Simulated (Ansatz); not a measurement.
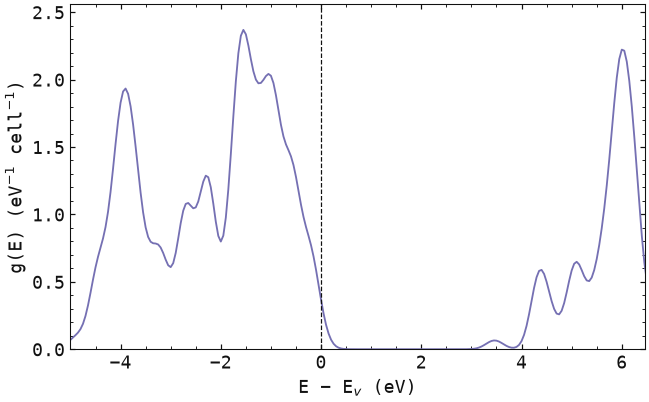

Density of states. Energies are counted from the top of the valence band. The curve is built from the levels of the k mesh with Gaussians 0.4 eV wide, which also blur the band edges.

This input was run:

```
crystal:
  lattice:
    - [0.0, 2.6015177399, 2.6015177399]
    - [2.6015177399, 0.0, 2.6015177399]
    - [2.6015177399, 2.6015177399, 0.0]
  atoms:
    - { symbol: Mg, position: [0.0, 0.0, 0.0] }
    - { symbol: S, position: [0.5, 0.5, 0.5] }
kpoints:
  mp_grid: { grid: [6, 6, 6] }
hamiltonian:
  xc: r2scan
scf:
  occupations: { method: fixed }
  n_extra_bands: 4
output:
  forces: true
  stress: true
  eigenvalues: true
```

Command:
```bash
ansatz run input.yaml --threads 4 --pin off --max-ram 3686MiB --backend cpu --events-out ev --progress --plain --runs-dir out
```

Question: Metal or insulator, going by the density of states?

Answer: There is a gap; over the k points computed it is 3.46 eV (indirect; the smallest direct gap is 4.64 eV).
